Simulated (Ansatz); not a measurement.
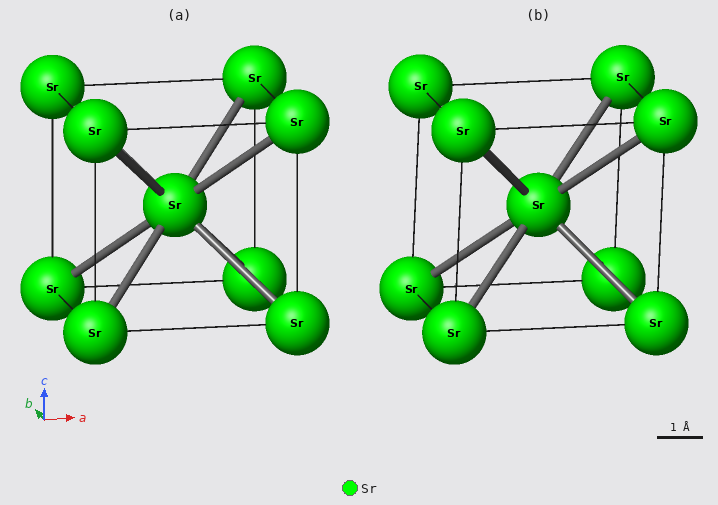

Left: crystalline Sr (set up in Im-3m). Right: the same structure after one change, at the same scale. A ball-and-stick model of the cell of the calculation, seen slightly off an axis.

These are results of Ansatz, DFT PBEsol, scalar-relativistic, plane waves, PAW, not measurements. (plane-wave cutoff 420 eV; k-point mesh 12 × 12 × 12; occupations gaussian; smearing width 0.1 eV; no spin polarisation)

**What was changed?**

Shear of c along a, +4.5 %, is applied. Symmetry leaves the atoms no freedom, so this is a single point.

**What does the change do?**

Some distances before and after: Sr–Sr 4.044 → 3.985 to 4.106 Å. The space group (tolerance 0.01 Å) goes from Im-3m (No. 229) to Fmmm (No. 69). Energy change: +5.0 meV per atom. The pressure goes from 0.0 to 0.0 GPa. The principal stresses (compression positive) are 0.7 GPa along [1 0 −1], 0.1 GPa along b, −0.7 GPa along [1 0 1]. All forces vanish by symmetry.
